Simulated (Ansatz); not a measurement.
# Copper, fcc under BLYP: ground state and equation of state, part 2 of 2

Aim: take copper in the fcc structure, relax it, solve it on a dense k-mesh, switch on spin-orbit coupling, then scale the cell to 7 volumes from 88 to 112 % of the relaxed one and try a fit of the equation of state. The k-meshes are 15×15×15 for the relaxation; 24×24×24 for the dense run; 15×15×15 for spin-orbit coupling; 24×24×24 for the volumes. The starting cell is the deposited one, from the Crystallography Open Database.

Ansatz 0.2.0; DFT, BLYP, plane waves (420 eV) with PAW, scalar-relativistic. The steps go on from the part before.

## 3. Single point on a dense mesh

input.yaml

```yaml
crystal:
  lattice:
    - [0.0, 1.8509331775, 1.8509331775]
    - [1.8509331775, 0.0, 1.8509331775]
    - [1.8509331775, 1.8509331775, 0.0]
  atoms:
    - { symbol: Cu, position: [0.0, 0.0, 0.0] }
hamiltonian:
  xc: blyp
  pseudopotentials:
    kind: paw
    azcp:
      Cu: "pseudopotentials/Cu.paw.azcp"
basis:
  ecutwfc: 420
  fft_grid_basis: typed
kpoints:
  mp_grid: { grid: [24, 24, 24], shift: [0, 0, 0] }
magnetization:
  spin_polarized: false
scf:
  occupations: { method: fermi_dirac, width: 0.1 }
```

Output, cut to the lines that bear on the results:

```text
[...]
Pseudopotentials: kind: paw
Pseudopotential: Cu, paw, valence charge 19, recommended cutoff 420 eV (normal), <dir>
Functional definition: BLYP
[...]
Crystal: 1 atoms, lattice volume = 12.682 Å³
Basis set: ecut = 420 eV, 259 PW (Γ), exchange–correlation on 36×36×36 points (8 copies of the dense FFT grid, shifted against one another)
Bands: 14, of which v1, the nominal top of the filled ones, is band 10 counted from 1 (9 counted from 0)
Symmetry: 48 space group operations
Space group: Fm-3m (ITA 225), of the structure as read, at distance tolerance 2.3e-5 Å
k-points: 413 of 13824
[...]
SCF iter   1: F=—  HF=-6634.191592 eV  |F-HF|=—  |Δ(HF+E_count)|=         —  Δρ=1.80e-2  dr2=2.98e-2  ethr=1.77e-3  ⟨swp⟩=5.3  Hψ=28808  notcnv=0
[...]
SCF iter   6: F=-6634.187069 eV  HF=-6634.187069 eV  |F-HF|=1.31e-10  |Δ(HF+E_count)|=   8.44e-9  Δρ=9.28e-7  dr2=3.63e-11  ethr=2.05e-11  ⟨swp⟩=1.5  Hψ=16180  notcnv=0
[...]
SCF converged after 6 iterations
Free energy (F): -6634.187069 eV
[...]
E sigma→0 (E₀):  -6634.182488 eV
Entropy (-TS):   -0.009162 eV (-9.162 meV/atom)
Fermi energy:    15.773180 eV
[...]
```

Wall time 6.4 s (1 thread of an x86-64 CPU, shared host); peak memory 0.55 GiB.

## 4. Spin-orbit coupling switched on

input.yaml: that of step 3 with these lines changed.

```diff
@@ -10,3 +10,3 @@
   pseudopotentials:
-    kind: paw
+    kind: paw_fr
     azcp:
@@ -17,5 +17,6 @@
 kpoints:
-  mp_grid: { grid: [24, 24, 24], shift: [0, 0, 0] }
+  mp_grid: { grid: [15, 15, 15], shift: [0, 0, 0] }
 magnetization:
-  spin_polarized: false
+  noncollinear: true
+  spin_orbit: true
 scf:
```

Output, cut to the lines that bear on the results:

```text
[...]
Pseudopotentials: kind: paw_fr
Pseudopotential: Cu, paw_fr, valence charge 19, recommended cutoff 420 eV (normal), <dir>
Functional definition: BLYP
[...]
non-collinear run that drives no moment, with spin-orbit: no starting moment large enough to seed its density (crystal.atoms[].spin), no starting occupations that ask for one, no magnetisation constraint and no magnetic field, so the semilocal B_xc is pinned to zero
Crystal: 1 atoms, lattice volume = 12.682 Å³
Basis set: ecut = 420 eV, 259 PW (Γ), exchange–correlation on 36×36×36 points (8 copies of the dense FFT grid, shifted against one another)
Bands: 28, of which v1, the nominal top of the filled ones, is band 19 counted from 1 (18 counted from 0)
Symmetry: 48 space group operations + 48 with time reversal
Magnetic group: BNS 225.117 (UNI 1619), of the structure as read, at distance tolerance 2.3e-5 Å
k-points: 120 of 3375
Projection manifold: j_resolved (fully-relativistic pseudo-atomic orbitals)
[...]
SCF iter   1: F=—  HF=-6635.320796 eV  |F-HF|=—  |Δ(HF+E_count)|=         —  Δρ=2.30e-1  dr2=4.15e0  dr2_m=0.00e0 (ungated)  ethr=3.10e-3  |M|=0.00e0 ∫|m|=0.00e0 μB  |m|>n=0.0e0 m-floor=0.0e0 τ_xc=0.0e0  β_m=0.30  ⟨swp⟩=6.4  Hψ=7974  notcnv=0  defer=44
[...]
SCF iter   7: F=-6634.557846 eV  HF=-6634.557846 eV  |F-HF|=1.04e-8  |Δ(HF+E_count)|=   7.50e-7  Δρ=1.40e-5  dr2=1.47e-8  dr2_m=0.00e0 (ungated)  ethr=5.26e-10  |M|=0.00e0 ∫|m|=0.00e0 μB  |m|>n=0.0e0 m-floor=0.0e0 τ_xc=0.0e0  ⟨swp⟩=1.9  Hψ=4780  notcnv=0
[...]
SCF converged after 7 iterations
Magnetization: |M| = 0.0000 μB,  M = (+0.0000, +0.0000, +0.0000) μB
Absolute magnetization: 0.0000 μB (∫|m|)
  site 0: m = (+0.0000, +0.0000, +0.0000) μB, |m| = 0.0000 μB  (R = 1.08 Å)
Free energy (F): -6634.557846 eV
[...]
E sigma→0 (E₀):  -6634.552155 eV
Entropy (-TS):   -0.011383 eV (-11.383 meV/atom)
Fermi energy:    15.836653 eV
[...]
```

Run time: 9.4 s. Hardware: 1 thread of an x86-64 CPU, shared host; peak memory 0.51 GiB.

Side by side:

```
                          scalar-relativistic      with spin-orbit coupling
         k-mesh                      24×24×24                      15×15×15
gap on the mesh  none (levels filled in part)  none (levels filled in part)
```

The meshes differ, so small differences between the columns need not come from spin-orbit coupling.

## 5. At 88 % of the relaxed volume

input.yaml

```yaml
crystal:
  lattice:
    - [0.0, 1.7737195962, 1.7737195962]
    - [1.7737195962, 0.0, 1.7737195962]
    - [1.7737195962, 1.7737195962, 0.0]
  atoms:
    - { symbol: Cu, position: [0.0, 0.0, 0.0] }
hamiltonian:
  xc: blyp
  pseudopotentials:
    kind: paw
    azcp:
      Cu: "pseudopotentials/Cu.paw.azcp"
basis:
  ecutwfc: 420
  fft_grid_basis: typed
kpoints:
  mp_grid: { grid: [24, 24, 24], shift: [0, 0, 0] }
magnetization:
  spin_polarized: false
scf:
  occupations: { method: fermi_dirac, width: 0.1 }
output:
  stress: true
```

Output, cut to the lines that bear on the results:

```text
[...]
Pseudopotentials: kind: paw
Pseudopotential: Cu, paw, valence charge 19, recommended cutoff 420 eV (normal), <dir>
Functional definition: BLYP
[...]
Crystal: 1 atoms, lattice volume = 11.161 Å³
Basis set: ecut = 420 eV, 229 PW (Γ), exchange–correlation on 36×36×36 points (8 copies of the dense FFT grid, shifted against one another)
Bands: 14, of which v1, the nominal top of the filled ones, is band 10 counted from 1 (9 counted from 0)
Symmetry: 48 space group operations
Space group: Fm-3m (ITA 225), of the structure as read, at distance tolerance 2.2e-5 Å
k-points: 413 of 13824
[...]
SCF iter   1: F=—  HF=-6634.107214 eV  |F-HF|=—  |Δ(HF+E_count)|=         —  Δρ=2.23e-2  dr2=3.72e-2  ethr=1.77e-3  ⟨swp⟩=5.2  Hψ=29198  notcnv=0
[...]
SCF iter   6: F=-6634.101021 eV  HF=-6634.101021 eV  |F-HF|=8.24e-10  |Δ(HF+E_count)|=   4.99e-8  Δρ=3.55e-6  dr2=5.55e-10  ethr=5.26e-10  ⟨swp⟩=4.0  Hψ=18429  notcnv=0
[...]
SCF converged after 6 iterations
Free energy (F): -6634.101021 eV
[...]
E sigma→0 (E₀):  -6634.096736 eV
Entropy (-TS):   -0.008570 eV (-8.570 meV/atom)
Fermi energy:    18.541537 eV
[...]
--- Stress (GPa, compression-positive) ---
       20.556525       0.000000       0.000000
        0.000000      20.556525      -0.000000
       -0.000000      -0.000000      20.556525
  P = ⅓ Tr σ = 20.5565 GPa (205.565 kbar)
```

Wall time 4.6 s (1 thread of an x86-64 CPU, shared host); peak memory 0.55 GiB.

## 6. At 92 % of the relaxed volume

input.yaml: that of step 5 with these lines changed.

```diff
@@ -2,5 +2,5 @@
   lattice:
-    - [0.0, 1.7737195962, 1.7737195962]
-    - [1.7737195962, 0.0, 1.7737195962]
-    - [1.7737195962, 1.7737195962, 0.0]
+    - [0.0, 1.8001969265, 1.8001969265]
+    - [1.8001969265, 0.0, 1.8001969265]
+    - [1.8001969265, 1.8001969265, 0.0]
   atoms:
```

Output, cut to the lines that bear on the results:

```text
[...]
Pseudopotentials: kind: paw
Pseudopotential: Cu, paw, valence charge 19, recommended cutoff 420 eV (normal), <dir>
Functional definition: BLYP
[...]
Crystal: 1 atoms, lattice volume = 11.668 Å³
Basis set: ecut = 420 eV, 259 PW (Γ), exchange–correlation on 36×36×36 points (8 copies of the dense FFT grid, shifted against one another)
Bands: 14, of which v1, the nominal top of the filled ones, is band 10 counted from 1 (9 counted from 0)
Symmetry: 48 space group operations
Space group: Fm-3m (ITA 225), of the structure as read, at distance tolerance 2.3e-5 Å
k-points: 413 of 13824
[...]
SCF iter   1: F=—  HF=-6634.157588 eV  |F-HF|=—  |Δ(HF+E_count)|=         —  Δρ=2.07e-2  dr2=3.45e-2  ethr=1.77e-3  ⟨swp⟩=5.3  Hψ=28994  notcnv=0
[...]
SCF iter   6: F=-6634.152000 eV  HF=-6634.152000 eV  |F-HF|=1.24e-10  |Δ(HF+E_count)|=   1.05e-8  Δρ=1.20e-6  dr2=6.45e-11  ethr=3.81e-11  ⟨swp⟩=2.1  Hψ=18139  notcnv=0
[...]
SCF converged after 6 iterations
Free energy (F): -6634.152000 eV
[...]
E sigma→0 (E₀):  -6634.147639 eV
Entropy (-TS):   -0.008721 eV (-8.721 meV/atom)
Fermi energy:    17.535828 eV
[...]
--- Stress (GPa, compression-positive) ---
       11.996412      -0.000000       0.000000
       -0.000000      11.996412      -0.000000
        0.000000      -0.000000      11.996412
  P = ⅓ Tr σ = 11.9964 GPa (119.964 kbar)
```

Wall time 4.8 s (1 thread of an x86-64 CPU, shared host); peak memory 0.56 GiB.

## 7. At 96 % of the relaxed volume

input.yaml: that of step 6 with these lines changed.

```diff
@@ -2,5 +2,5 @@
   lattice:
-    - [0.0, 1.8001969265, 1.8001969265]
-    - [1.8001969265, 0.0, 1.8001969265]
-    - [1.8001969265, 1.8001969265, 0.0]
+    - [0.0, 1.8259175005, 1.8259175005]
+    - [1.8259175005, 0.0, 1.8259175005]
+    - [1.8259175005, 1.8259175005, 0.0]
   atoms:
```

Output, cut to the lines that bear on the results:

```text
[...]
Pseudopotentials: kind: paw
Pseudopotential: Cu, paw, valence charge 19, recommended cutoff 420 eV (normal), <dir>
Functional definition: BLYP
[...]
Crystal: 1 atoms, lattice volume = 12.175 Å³
Basis set: ecut = 420 eV, 259 PW (Γ), exchange–correlation on 36×36×36 points (8 copies of the dense FFT grid, shifted against one another)
Bands: 14, of which v1, the nominal top of the filled ones, is band 10 counted from 1 (9 counted from 0)
Symmetry: 48 space group operations
Space group: Fm-3m (ITA 225), of the structure as read, at distance tolerance 2.3e-5 Å
k-points: 413 of 13824
[...]
SCF iter   1: F=—  HF=-6634.183970 eV  |F-HF|=—  |Δ(HF+E_count)|=         —  Δρ=1.93e-2  dr2=3.21e-2  ethr=1.77e-3  ⟨swp⟩=5.2  Hψ=28871  notcnv=0
[...]
SCF iter   6: F=-6634.178942 eV  HF=-6634.178942 eV  |F-HF|=1.40e-10  |Δ(HF+E_count)|=   8.44e-9  Δρ=1.05e-6  dr2=4.34e-11  ethr=1.09e-11  ⟨swp⟩=2.0  Hψ=18067  notcnv=0
[...]
SCF converged after 6 iterations
Free energy (F): -6634.178942 eV
[...]
E sigma→0 (E₀):  -6634.174480 eV
Entropy (-TS):   -0.008924 eV (-8.924 meV/atom)
Fermi energy:    16.616452 eV
[...]
--- Stress (GPa, compression-positive) ---
        5.296413      -0.000000       0.000000
        0.000000       5.296413       0.000000
        0.000000      -0.000000       5.296413
  P = ⅓ Tr σ = 5.2964 GPa (52.964 kbar)
```

Wall time 5.5 s (1 thread of an x86-64 CPU, shared host); peak memory 0.55 GiB.

## 8. At 100 % of the relaxed volume

input.yaml: that of step 7 with these lines changed.

```diff
@@ -2,5 +2,5 @@
   lattice:
-    - [0.0, 1.8259175005, 1.8259175005]
-    - [1.8259175005, 0.0, 1.8259175005]
-    - [1.8259175005, 1.8259175005, 0.0]
+    - [0.0, 1.8509331775, 1.8509331775]
+    - [1.8509331775, 0.0, 1.8509331775]
+    - [1.8509331775, 1.8509331775, 0.0]
   atoms:
```

Output, cut to the lines that bear on the results:

```text
[...]
Pseudopotentials: kind: paw
Pseudopotential: Cu, paw, valence charge 19, recommended cutoff 420 eV (normal), <dir>
Functional definition: BLYP
[...]
Crystal: 1 atoms, lattice volume = 12.682 Å³
Basis set: ecut = 420 eV, 259 PW (Γ), exchange–correlation on 36×36×36 points (8 copies of the dense FFT grid, shifted against one another)
Bands: 14, of which v1, the nominal top of the filled ones, is band 10 counted from 1 (9 counted from 0)
Symmetry: 48 space group operations
Space group: Fm-3m (ITA 225), of the structure as read, at distance tolerance 2.3e-5 Å
k-points: 413 of 13824
[...]
SCF iter   1: F=—  HF=-6634.191592 eV  |F-HF|=—  |Δ(HF+E_count)|=         —  Δρ=1.80e-2  dr2=2.98e-2  ethr=1.77e-3  ⟨swp⟩=5.3  Hψ=28808  notcnv=0
[...]
SCF iter   6: F=-6634.187069 eV  HF=-6634.187069 eV  |F-HF|=1.29e-10  |Δ(HF+E_count)|=   8.44e-9  Δρ=9.28e-7  dr2=3.62e-11  ethr=2.05e-11  ⟨swp⟩=2.1  Hψ=18319  notcnv=0
[...]
SCF converged after 6 iterations
Free energy (F): -6634.187069 eV
[...]
E sigma→0 (E₀):  -6634.182488 eV
Entropy (-TS):   -0.009162 eV (-9.162 meV/atom)
Fermi energy:    15.773180 eV
[...]
--- Stress (GPa, compression-positive) ---
        0.052043       0.000000       0.000000
       -0.000000       0.052043       0.000000
        0.000000       0.000000       0.052043
  P = ⅓ Tr σ = 0.0520 GPa (0.520 kbar)
```

Run time: 6.9 s. Hardware: 1 thread of an x86-64 CPU, shared host; peak memory 0.56 GiB.

## 9. At 104 % of the relaxed volume

input.yaml: that of step 8 with these lines changed.

```diff
@@ -2,5 +2,5 @@
   lattice:
-    - [0.0, 1.8509331775, 1.8509331775]
-    - [1.8509331775, 0.0, 1.8509331775]
-    - [1.8509331775, 1.8509331775, 0.0]
+    - [0.0, 1.8752903546, 1.8752903546]
+    - [1.8752903546, 0.0, 1.8752903546]
+    - [1.8752903546, 1.8752903546, 0.0]
   atoms:
```

Output, cut to the lines that bear on the results:

```text
[...]
Pseudopotentials: kind: paw
Pseudopotential: Cu, paw, valence charge 19, recommended cutoff 420 eV (normal), <dir>
Functional definition: BLYP
[...]
Crystal: 1 atoms, lattice volume = 13.190 Å³
Basis set: ecut = 420 eV, 259 PW (Γ), exchange–correlation on 36×36×36 points (8 copies of the dense FFT grid, shifted against one another)
Bands: 14, of which v1, the nominal top of the filled ones, is band 10 counted from 1 (9 counted from 0)
Symmetry: 48 space group operations
Space group: Fm-3m (ITA 225), of the structure as read, at distance tolerance 2.4e-5 Å
k-points: 413 of 13824
[...]
SCF iter   1: F=—  HF=-6634.184517 eV  |F-HF|=—  |Δ(HF+E_count)|=         —  Δρ=1.68e-2  dr2=2.75e-2  ethr=1.77e-3  ⟨swp⟩=5.4  Hψ=28718  notcnv=0
[...]
SCF iter   6: F=-6634.180476 eV  HF=-6634.180476 eV  |F-HF|=1.86e-10  |Δ(HF+E_count)|=   1.01e-8  Δρ=9.86e-7  dr2=4.16e-11  ethr=2.30e-11  ⟨swp⟩=2.2  Hψ=18464  notcnv=0
[...]
SCF converged after 6 iterations
Free energy (F): -6634.180476 eV
[...]
E sigma→0 (E₀):  -6634.175771 eV
Entropy (-TS):   -0.009412 eV (-9.412 meV/atom)
Fermi energy:    14.997077 eV
[...]
--- Stress (GPa, compression-positive) ---
       -4.046590       0.000000      -0.000000
        0.000000      -4.046590       0.000000
       -0.000000      -0.000000      -4.046590
  P = ⅓ Tr σ = -4.0466 GPa (-40.466 kbar)
```

Run time: 5.1 s. Hardware: 1 thread of an x86-64 CPU, shared host; peak memory 0.56 GiB.

## 10. At 108 % of the relaxed volume

input.yaml: that of step 9 with these lines changed.

```diff
@@ -2,5 +2,5 @@
   lattice:
-    - [0.0, 1.8752903546, 1.8752903546]
-    - [1.8752903546, 0.0, 1.8752903546]
-    - [1.8752903546, 1.8752903546, 0.0]
+    - [0.0, 1.8990307275, 1.8990307275]
+    - [1.8990307275, 0.0, 1.8990307275]
+    - [1.8990307275, 1.8990307275, 0.0]
   atoms:
```

Output, cut to the lines that bear on the results:

```text
[...]
Pseudopotentials: kind: paw
Pseudopotential: Cu, paw, valence charge 19, recommended cutoff 420 eV (normal), <dir>
Functional definition: BLYP
[...]
Crystal: 1 atoms, lattice volume = 13.697 Å³
Basis set: ecut = 420 eV, 283 PW (Γ), exchange–correlation on 36×36×36 points (8 copies of the dense FFT grid, shifted against one another)
Bands: 14, of which v1, the nominal top of the filled ones, is band 10 counted from 1 (9 counted from 0)
Symmetry: 48 space group operations
Space group: Fm-3m (ITA 225), of the structure as read, at distance tolerance 2.4e-5 Å
k-points: 413 of 13824
[...]
SCF iter   1: F=—  HF=-6634.165961 eV  |F-HF|=—  |Δ(HF+E_count)|=         —  Δρ=1.55e-2  dr2=2.53e-2  ethr=1.77e-3  ⟨swp⟩=5.4  Hψ=28805  notcnv=0
[...]
SCF iter   6: F=-6634.162392 eV  HF=-6634.162392 eV  |F-HF|=1.07e-10  |Δ(HF+E_count)|=   7.37e-8  Δρ=6.22e-6  dr2=3.92e-9  ethr=5.26e-10  ⟨swp⟩=4.0  Hψ=18264  notcnv=0
[...]
SCF converged after 6 iterations
Free energy (F): -6634.162392 eV
[...]
E sigma→0 (E₀):  -6634.157563 eV
Entropy (-TS):   -0.009658 eV (-9.658 meV/atom)
Fermi energy:    14.280214 eV
[...]
--- Stress (GPa, compression-positive) ---
       -7.240966       0.000000      -0.000000
        0.000000      -7.240966      -0.000000
       -0.000000      -0.000000      -7.240966
  P = ⅓ Tr σ = -7.2410 GPa (-72.410 kbar)
```

It took 7.1 s on 1 thread of an x86-64 CPU, shared host; peak memory 0.56 GiB.

## 11. At 112 % of the relaxed volume

input.yaml: that of step 10 with these lines changed.

```diff
@@ -2,5 +2,5 @@
   lattice:
-    - [0.0, 1.8990307275, 1.8990307275]
-    - [1.8990307275, 0.0, 1.8990307275]
-    - [1.8990307275, 1.8990307275, 0.0]
+    - [0.0, 1.9221919214, 1.9221919214]
+    - [1.9221919214, 0.0, 1.9221919214]
+    - [1.9221919214, 1.9221919214, 0.0]
   atoms:
```

Output, cut to the lines that bear on the results:

```text
[...]
Pseudopotentials: kind: paw
Pseudopotential: Cu, paw, valence charge 19, recommended cutoff 420 eV (normal), <dir>
Functional definition: BLYP
[...]
Crystal: 1 atoms, lattice volume = 14.204 Å³
Basis set: ecut = 420 eV, 283 PW (Γ), exchange–correlation on 40×40×40 points (8 copies of the dense FFT grid, shifted against one another)
Bands: 14, of which v1, the nominal top of the filled ones, is band 10 counted from 1 (9 counted from 0)
Symmetry: 48 space group operations
Space group: Fm-3m (ITA 225), of the structure as read, at distance tolerance 2.4e-5 Å
k-points: 413 of 13824
[...]
SCF iter   1: F=—  HF=-6634.138482 eV  |F-HF|=—  |Δ(HF+E_count)|=         —  Δρ=1.43e-2  dr2=2.31e-2  ethr=1.77e-3  ⟨swp⟩=5.5  Hψ=28837  notcnv=0
[...]
SCF iter   6: F=-6634.135367 eV  HF=-6634.135367 eV  |F-HF|=1.59e-10  |Δ(HF+E_count)|=   8.01e-8  Δρ=6.20e-6  dr2=4.08e-9  ethr=5.26e-10  ⟨swp⟩=4.0  Hψ=17940  notcnv=0
[...]
SCF converged after 6 iterations
Free energy (F): -6634.135367 eV
[...]
E sigma→0 (E₀):  -6634.130416 eV
Entropy (-TS):   -0.009903 eV (-9.903 meV/atom)
Fermi energy:    13.615776 eV
[...]
--- Stress (GPa, compression-positive) ---
       -9.719919      -0.000000       0.000000
       -0.000000      -9.719919      -0.000000
        0.000000       0.000000      -9.719919
  P = ⅓ Tr σ = -9.7199 GPa (-97.199 kbar)
```

Run time: 11 s. Hardware: 1 thread of an x86-64 CPU, shared host; peak memory 0.56 GiB.

## 12. Fitting the volumes

All volumes keep the relaxed shape and fractional coordinates.

```
V (Å³/atom)  E − E₀ (meV/atom)  P from the stress (GPa)  P from the fit (GPa)
     11.161               85.7                    20.56                 20.56
     11.668               34.8                    12.00                 11.96
     12.175                8.0                     5.30                  5.26
     12.682                0.0                     0.05                  0.02
     13.190                6.7                    -4.05                 -4.08
     13.697               24.9                    -7.24                 -7.28
     14.204               52.1                    -9.72                 -9.77
```

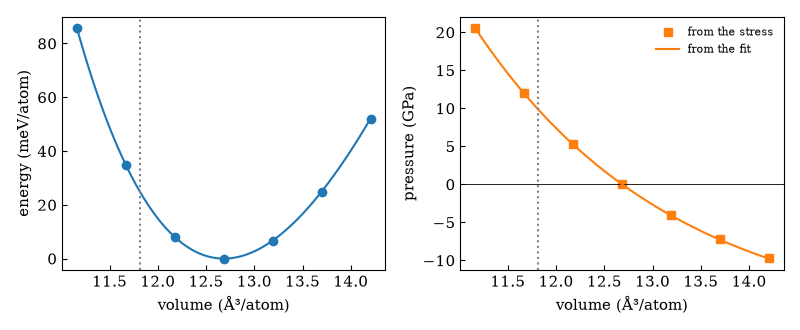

Energy and pressure against volume; the lines are the Birch-Murnaghan fit; the dotted line marks the deposited volume.

A third-order Birch-Murnaghan fit gives V₀ = 12.684 Å³/atom, B₀ = 115 GPa and B₀′ = 5.2; it misses no point by more than 0.01 meV/atom.

## 13. Outcome

What follows sums up all 2 parts.

```
                      quantity                         value
space group (spins left aside)               Fm-3m (No. 225)
             conventional cell                   a = 3.702 Å
                        volume                12.682 Å³/atom
             shortest distance                       2.618 Å
   against the measured volume       +7.4 % (11.810 Å³/atom)
               gap on the mesh  none (levels filled in part)
                   V₀, B₀, B₀′  12.684 Å³/atom, 115 GPa, 5.2
```

What this shows: Against experiment, BLYP misses the volume by +7.4 %. This functional tends to bind solids too weakly. No gap shows: it is a metal or semimetal at this level. Totals with and without spin-orbit coupling (-0.37 eV/atom apart) can't be read as binding, since the two-component data shift the zero of energy. The fitted modulus is 115 GPa.
